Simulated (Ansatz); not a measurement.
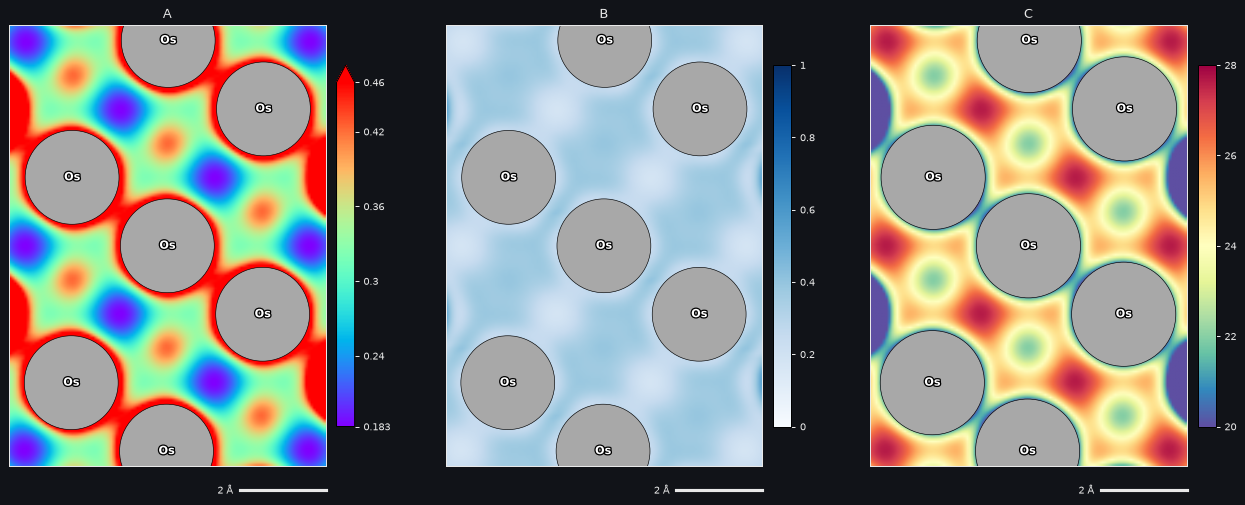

Os: 3 fields on the (110) plane of the standardised cell, with unlabelled colour scales. Grey discs cover the atomic cores.

Space group C2/m; changed on purpose from its base cell (cell strained at random at fixed volume); computed pressure about −18 GPa in this cell.

Theory: Ansatz, Kohn-Sham DFT of a periodic cell, RPBE with D4, Ansatz NC.

Which field does each panel show? The fields are: electron localisation function, electrostatic potential energy of an electron and valence pseudo-density.

Panel A: valence pseudo-density. Panel B: electron localisation function. Panel C: electrostatic potential energy of an electron (low next to the atoms, rising into the space between them). From the grid: Os–Os (2.73 Å): ρ at the midpoint is about 0.46 e/Å³; the ELF is about 0.40 at the midpoint.
